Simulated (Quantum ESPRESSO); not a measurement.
## Band-structure run of PtS$_{2}$ (part 1 of 2)

- system: PtS$_{2}$ (P-1, 3 atoms in the cell)
- method: Kohn-Sham DFT of a periodic cell, vdW-DF3-opt2, DFT+U, GBRV 1.5 PBE, no spin polarisation (Quantum ESPRESSO 7.5)

The structure derives from an entry of the Crystallography Open Database.

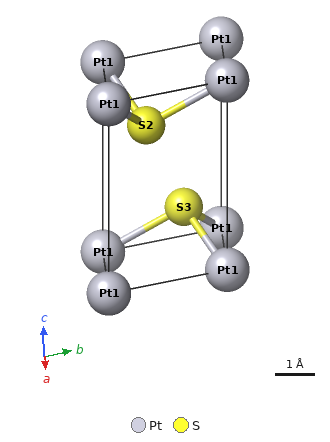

Fig. 1: The structure (ball-and-stick view of the cell of the calculation, seen at an oblique angle; atoms are numbered from 1 in the order of the input). An atom can appear more than once, as a periodic image.

Input
```
&CONTROL
  calculation = 'scf'
  prefix = 'pwscf'
  outdir = './tmp'
  pseudo_dir = './pseudo'
  tprnfor = .true.
  tstress = .true.
  disk_io = 'low'
/
&SYSTEM
  ibrav = 0
  nat = 3
  ntyp = 2
  ecutwfc = 45
  ecutrho = 360
  nbnd = 24
  input_dft = 'vdw-df3-opt2'
  occupations = 'smearing'
  smearing = 'gaussian'
  degauss = 0.01999163
  starting_ns_eigenvalue(1,1,1) = 1
  starting_ns_eigenvalue(2,1,1) = 1
  starting_ns_eigenvalue(3,1,1) = 1
  starting_ns_eigenvalue(4,1,1) = 1
  starting_ns_eigenvalue(5,1,1) = 0
  nosym = .true.
/
&ELECTRONS
  conv_thr = 6d-10
  electron_maxstep = 120
  mixing_beta = 0.3
/
ATOMIC_SPECIES
Pt   195.0840 pt_pbe_v1.4.uspp.F.UPF
S     32.0600 s_pbe_v1.4.uspp.F.UPF
CELL_PARAMETERS angstrom
   3.4539260000    0.0500620000   -0.0502620000
  -1.6836080000    3.0986290000    0.0541100000
  -0.0714770000    0.0475870000    5.0802850000
ATOMIC_POSITIONS crystal
Pt     0.0000000000    0.0000000000    0.0000000000
S      0.6666666667    0.3333333333    0.7730000000
S      0.3333333333    0.6666666667    0.2270000000
K_POINTS automatic
8 8 4 0 0 0
HUBBARD {atomic}
U Pt-5d 4.5
```

File pp_density.in
```
&INPUTPP
  prefix = 'pwscf'
  outdir = './tmp'
  filplot = 'density.dat'
  plot_num = 0
/
&PLOT
  nfile = 1
  filepp(1) = 'density.dat'
  iflag = 3
  output_format = 6
  fileout = 'density.cube'
/
```

File pp_potential.in
```
&INPUTPP
  prefix = 'pwscf'
  outdir = './tmp'
  filplot = 'potential.dat'
  plot_num = 11
/
&PLOT
  nfile = 1
  filepp(1) = 'potential.dat'
  iflag = 3
  output_format = 6
  fileout = 'potential.cube'
/
```

File bands.in
```
&CONTROL
  calculation = 'bands'
  prefix = 'pwscf'
  outdir = './tmp'
  pseudo_dir = './pseudo'
  disk_io = 'low'
  verbosity = 'high'
/
&SYSTEM
  ibrav = 0
  nat = 3
  ntyp = 2
  ecutwfc = 45
  ecutrho = 360
  nbnd = 24
  input_dft = 'vdw-df3-opt2'
  occupations = 'smearing'
  smearing = 'gaussian'
  degauss = 0.01999163
  starting_ns_eigenvalue(1,1,1) = 1
  starting_ns_eigenvalue(2,1,1) = 1
  starting_ns_eigenvalue(3,1,1) = 1
  starting_ns_eigenvalue(4,1,1) = 1
  starting_ns_eigenvalue(5,1,1) = 0
  nosym = .true.
/
&ELECTRONS
  conv_thr = 1d-08
  electron_maxstep = 120
  mixing_beta = 0.3
  diago_full_acc = .true.
/
ATOMIC_SPECIES
Pt   195.0840 pt_pbe_v1.4.uspp.F.UPF
S     32.0600 s_pbe_v1.4.uspp.F.UPF
CELL_PARAMETERS angstrom
   3.4539260000    0.0500620000   -0.0502620000
  -1.6836080000    3.0986290000    0.0541100000
  -0.0714770000    0.0475870000    5.0802850000
ATOMIC_POSITIONS crystal
Pt     0.0000000000    0.0000000000    0.0000000000
S      0.6666666667    0.3333333333    0.7730000000
S      0.3333333333    0.6666666667    0.2270000000
K_POINTS crystal
60
-0.5000000000  0.0000000000  0.0000000000 1
-0.4285714286  0.0000000000  0.0000000000 1
-0.3571428571  0.0000000000  0.0000000000 1
-0.2857142857  0.0000000000  0.0000000000 1
-0.2142857143  0.0000000000  0.0000000000 1
-0.1428571429  0.0000000000  0.0000000000 1
-0.0714285714  0.0000000000  0.0000000000 1
 0.0000000000  0.0000000000  0.0000000000 1
 0.0000000000  0.0000000000  0.1250000000 1
 0.0000000000  0.0000000000  0.2500000000 1
 0.0000000000  0.0000000000  0.3750000000 1
 0.0000000000  0.0000000000  0.5000000000 1
-0.5000000000  0.0000000000  0.5000000000 1
-0.4444444444  0.0000000000  0.4444444444 1
-0.3888888889  0.0000000000  0.3888888889 1
-0.3333333333  0.0000000000  0.3333333333 1
-0.2777777778  0.0000000000  0.2777777778 1
-0.2222222222  0.0000000000  0.2222222222 1
-0.1666666667  0.0000000000  0.1666666667 1
-0.1111111111  0.0000000000  0.1111111111 1
-0.0555555556  0.0000000000  0.0555555556 1
 0.0000000000  0.0000000000  0.0000000000 1
 0.0000000000  0.0625000000  0.0000000000 1
 0.0000000000  0.1250000000  0.0000000000 1
 0.0000000000  0.1875000000  0.0000000000 1
 0.0000000000  0.2500000000  0.0000000000 1
 0.0000000000  0.3125000000  0.0000000000 1
 0.0000000000  0.3750000000  0.0000000000 1
 0.0000000000  0.4375000000  0.0000000000 1
 0.0000000000  0.5000000000  0.0000000000 1
-0.5000000000  0.5000000000  0.0000000000 1
-0.4375000000  0.4375000000  0.0000000000 1
-0.3750000000  0.3750000000  0.0000000000 1
-0.3125000000  0.3125000000  0.0000000000 1
-0.2500000000  0.2500000000  0.0000000000 1
-0.1875000000  0.1875000000  0.0000000000 1
-0.1250000000  0.1250000000  0.0000000000 1
-0.0625000000  0.0625000000  0.0000000000 1
 0.0000000000  0.0000000000  0.0000000000 1
 0.0000000000  0.0500000000  0.0500000000 1
 0.0000000000  0.1000000000  0.1000000000 1
 0.0000000000  0.1500000000  0.1500000000 1
 0.0000000000  0.2000000000  0.2000000000 1
 0.0000000000  0.2500000000  0.2500000000 1
 0.0000000000  0.3000000000  0.3000000000 1
 0.0000000000  0.3500000000  0.3500000000 1
 0.0000000000  0.4000000000  0.4000000000 1
 0.0000000000  0.4500000000  0.4500000000 1
 0.0000000000  0.5000000000  0.5000000000 1
-0.5000000000  0.5000000000  0.5000000000 1
-0.4500000000  0.4500000000  0.4500000000 1
-0.4000000000  0.4000000000  0.4000000000 1
-0.3500000000  0.3500000000  0.3500000000 1
-0.3000000000  0.3000000000  0.3000000000 1
-0.2500000000  0.2500000000  0.2500000000 1
-0.2000000000  0.2000000000  0.2000000000 1
-0.1500000000  0.1500000000  0.1500000000 1
-0.1000000000  0.1000000000  0.1000000000 1
-0.0500000000  0.0500000000  0.0500000000 1
 0.0000000000  0.0000000000  0.0000000000 1
HUBBARD {atomic}
U Pt-5d 4.5
```

Hardware: 1 thread of AMD EPYC (Zen 3), 24 GiB of memory available, shared host.

Command:
```bash
OMP_NUM_THREADS=1 pw.x -in pw.in > pw.out
OMP_NUM_THREADS=1 pp.x -in pp_density.in > pp_density.out
OMP_NUM_THREADS=1 pp.x -in pp_potential.in > pp_potential.out
OMP_NUM_THREADS=1 pw.x -in bands.in > bands.out
```

Log
```
This program is part of the open-source Quantum ESPRESSO suite
     for quantum simulation of materials; please cite
         "P. Giannozzi et al., J. Phys.:Condens. Matter 21 395502 (2009);
         "P. Giannozzi et al., J. Phys.:Condens. Matter 29 465901 (2017);
         "P. Giannozzi et al., J. Chem. Phys. 152 154105 (2020);
          URL
     in publications or presentations arising from this work. More details at

     IMPORTANT: XC functional enforced from input :
     Exchange-correlation= VDW-DF3-OPT2
                           (   1   4  46   0   4   0   0)
     Any further DFT definition will be discarded
     Please, verify this is what you really want

     G-vector sticks info
     --------------------
     sticks:   dense  smooth     PW     G-vecs:    dense   smooth      PW
     Sum        1103     551    179                42651    15079    2821

     Using Slab Decomposition

     bravais-lattice index     =            0
     lattice parameter (alat)  =       6.5284  a.u.
     unit-cell volume          =     369.6968 (a.u.)^3
     number of atoms/cell      =            3
     number of atomic types    =            2
     number of electrons       =        28.00
     number of Kohn-Sham states=           24
     kinetic-energy cutoff     =      45.0000  Ry
     charge density cutoff     =     360.0000  Ry
     scf convergence threshold =      6.0E-10
     mixing beta               =       0.3000
     number of iterations used =            8  plain     mixing
     Exchange-correlation= VDW-DF3-OPT2
                           (   1   4  46   0   4   0   0)
     Hubbard projectors: atomic
     Hubbard parameters of DFT+U (Dudarev formulation) in eV:
     U(Pt-5d) =  4.5000

     Internal variables: lda_plus_u =T, lda_plus_u_kind = 0

     Internal variables: orbital_resolved =F, hub_pot_fix =F, apply_U = F

     celldm(1)=   6.528351  celldm(2)=   0.000000  celldm(3)=   0.000000
     celldm(4)=   0.000000  celldm(5)=   0.000000  celldm(6)=   0.000000

     crystal axes: (cart. coord. in units of alat)
               a(1) = (   0.999789   0.014491  -0.014549 )
               a(2) = (  -0.487345   0.896943   0.015663 )
               a(3) = (  -0.020690   0.013775   1.470562 )

     reciprocal axes: (cart. coord. in units 2 pi/alat)
               b(1) = (  0.992526  0.539123  0.008914 )
               b(2) = ( -0.016189  1.106287 -0.010590 )
               b(3) = (  0.009992 -0.006449  0.680213 )

     PseudoPot. # 1 for Pt read from file:
     pt_pbe_v1.4.uspp.F.UPF
     Pseudo is Ultrasoft + core correction, Zval = 16.0
     Generated by new atomic code, or converted to UPF format
     Using radial grid of  985 points,  6 beta functions with:
                l(1) =   0
                l(2) =   0
                l(3) =   1
                l(4) =   1
                l(5) =   2
                l(6) =   2
     Q(r) pseudized with  8 coefficients,  rinner =    1.300   1.300   1.300
                                                       1.300   1.300

     PseudoPot. # 2 for S  read from file:
     s_pbe_v1.4.uspp.F.UPF
     Pseudo is Ultrasoft + core correction, Zval =  6.0
     Generated by new atomic code, or converted to UPF format
     Using radial grid of  907 points,  6 beta functions with:
                l(1) =   0
                l(2) =   0
                l(3) =   1
                l(4) =   1
                l(5) =   2
                l(6) =   2
     Q(r) pseudized with  8 coefficients,  rinner =    1.300   1.300   1.300
                                                       1.300   1.300

     atomic species   valence    mass     pseudopotential
     Pt               16.00   195.08400     Pt( 1.00)
     S                 6.00    32.06000     S ( 1.00)

     No symmetry found

   Cartesian axes

     site n.     atom                  positions (alat units)
         1        Pt     tau(   1) = (   0.0000000   0.0000000   0.0000000  )
         2        S      tau(   2) = (   0.4880844   0.3192897   1.1322664  )
         3        S      tau(   3) = (   0.0036698   0.6059194   0.3394099  )

     number of k points=   132  Gaussian smearing, width (Ry)=  0.0200

     Number of k-points >= 100: set verbosity='high' to print them.

     Dense  grid:    42651 G-vectors     FFT dimensions: (  40,  45,  60)

     Smooth grid:    15079 G-vectors     FFT dimensions: (  27,  30,  45)

     Check: negative core charge=   -0.000001

     Initial potential from superposition of free atoms

     starting charge      27.4999, renormalised to      28.0000

     negative rho (up, down):  1.858E-01 0.000E+00

     %%%%%%%%%%%%%%%%%%%%%%%%%%%%%%%%%%%%%%%%%%%%%%%%%%%%%%%%%%%%%%%%%%%%%%%%
     %                                                                      %
     % You are using vdW-DF, which was implemented by the Thonhauser group. %
     % Please cite the following two papers that made this development      %
     % possible and the two reviews that describe the various versions:     %
     %                                                                      %
     %   T. Thonhauser et al., PRL 115, 136402 (2015).                      %
     %   T. Thonhauser et al., PRB 76, 125112 (2007).                       %
     %   K. Berland et al., Rep. Prog. Phys. 78, 066501 (2015).             %
     %   D.C. Langreth et al., J. Phys.: Condens. Matter 21, 084203 (2009). %
     %                                                                      %
     % If you are calculating stress with vdW-DF, please also cite:         %
     %                                                                      %
     %   R. Sabatini et al., J. Phys.: Condens. Matter 24, 424209 (2012).   %
     %                                                                      %
     %%%%%%%%%%%%%%%%%%%%%%%%%%%%%%%%%%%%%%%%%%%%%%%%%%%%%%%%%%%%%%%%%%%%%%%%

     %%%%%%%%%%%%%%%%%%%%%%%%%%%%%%%%%%%%%%%%%%%%%%%%%%%%%%%%%%%%%%%%%%%%%%%%
     %                                                                      %
     %  vdW-DF NEWS:                                                        %
     %                                                                      %
     %  * vdW-DF3 is now available. DOI: 10.1021/acs.jctc.0c00471           %
     %    use with input_dft = 'vdW-DF3-opt1' or 'vdW-DF3-opt2'             %
     %                                                                      %
     %  * Unscreened and range-separated hybrid vdW-DF-cx functionals       %
     %    DOI: 10.1063/1.4986522 and 10.1088/1361-648X/ac2ad2               %
     %    use with input_dft = 'vdW-DF-cx0'    and 'vdW-DF-ahcx'            %
     %  * Unscreened and range-separated hybrid vdW-DF2-b86r functionals    %
     %    DOI: 10.1063/1.4986522 and DOI: 10.1103/PhysRevX.12.041003        %
     %    use with input_dft = 'vdW-DF2-br0' and 'vdW-DF2-ahbr'             %
     %                                                                      %
     %%%%%%%%%%%%%%%%%%%%%%%%%%%%%%%%%%%%%%%%%%%%%%%%%%%%%%%%%%%%%%%%%%%%%%%%

     STARTING HUBBARD OCCUPATIONS:

     =================== HUBBARD OCCUPATIONS ===================
     ------------------------ ATOM    1 ------------------------
     Tr[ns(  1)] =   9.50000
     eigenvalues:
       0.950  0.950  0.950  0.950  0.950
     eigenvectors (columns):
       1.000  0.000  0.000  0.000  0.000
       0.000  1.000  0.000  0.000  0.000
       0.000  0.000  1.000  0.000  0.000
       0.000  0.000  0.000  1.000  0.000
       0.000  0.000  0.000  0.000  1.000
     occupation matrix ns (before diag.):
       0.950  0.000  0.000  0.000  0.000
       0.000  0.950  0.000  0.000  0.000
       0.000  0.000  0.950  0.000  0.000
       0.000  0.000  0.000  0.950  0.000
       0.000  0.000  0.000  0.000  0.950

     Number of occupied Hubbard levels =    9.5000

     Atomic wfc used for Hubbard projectors are NOT orthogonalized

     Starting wfcs are   20 randomized atomic wfcs +    4 random wfcs

     Self-consistent Calculation

     iteration #  1     ecut=    45.00 Ry     beta= 0.30
     Davidson diagonalization with overlap
     ethr =  1.00E-02,  avg # of iterations =  6.5
```
